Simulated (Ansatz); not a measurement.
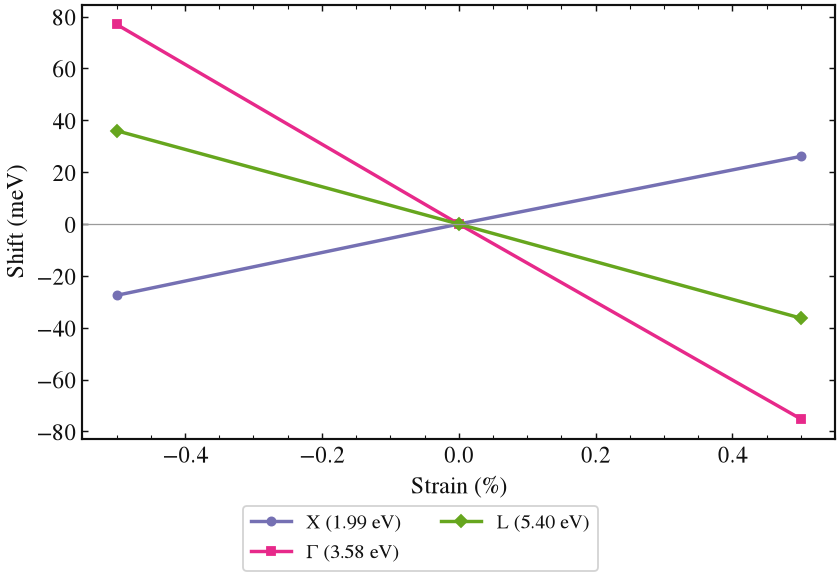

Shifts of the lowest conduction level at the points named, against the centre of the valence top at Γ (unstrained energies in the legend).

System: rocksalt BaS, space group Fm-3m (No. 225), 2 atoms in the primitive cell, in a cell relaxed beforehand; cubic a = 6.333 Å. Here all lengths are changed by ±0.5 %, and the atoms are carried along without relaxing. Level of theory: PBEsol, all-electron LAPW, spin-orbit coupling, no magnetisation, 8×8×8 k mesh, fixed occupations; code Ansatz.

How fast does each conduction level move?

Answer. For each 1 % of strain: +54 meV at X, −152 meV at Γ and −72 meV at L. Over dlnV = 3 % that gives deformation potentials of +1.8 eV at X, −5.1 eV at Γ and −2.4 eV at L, against the valence top.

LDA, GGA and most meta-GGA functionals understate gaps.
